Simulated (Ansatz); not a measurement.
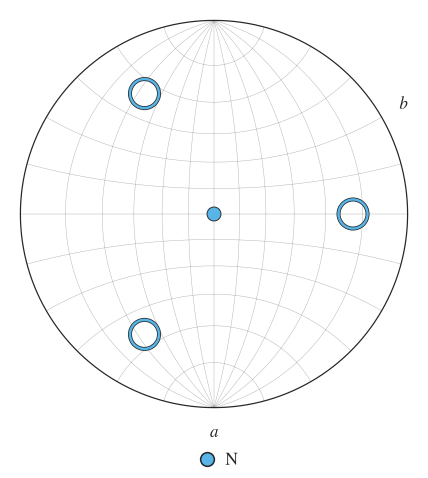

Directions from one indium atom at (1/3, 2/3, 0.998) to its bonded neighbours, in stereographic projection down c (filled: above the plane of the page or in it, open: below). Crystal: InN, the geometry relaxed with Ansatz 0.2.0, DFT r2SCAN, scalar-relativistic, plane waves, PAW. All values are computed from the atomic coordinates in the standard setting (tolerance 0.002 Å).

Neighbours are counted up to 2.60 Å for N.

```
CELL_PARAMETERS angstrom
3.54712 0.00000 0.00000
-1.77356 3.07190 0.00000
0.00000 0.00000 5.72276
ATOMIC_POSITIONS crystal
In 0.33333 0.66667 0.99783
In 0.66667 0.33333 0.49783
N 0.33333 0.66667 0.37717
N 0.66667 0.33333 0.87717
```

**How many neighbours are there, and at what angles?**

4: 3 N at 2.16 Å, 1 N at 2.17 Å. Angles between bonds: 109° (3×), 110° (3×).

**What is the site's symmetry in the crystal?**

Point group 3m (C3v), order 6: one threefold axis, three mirror planes. In P6₃mc (No. 186) this is Wyckoff position 2b.
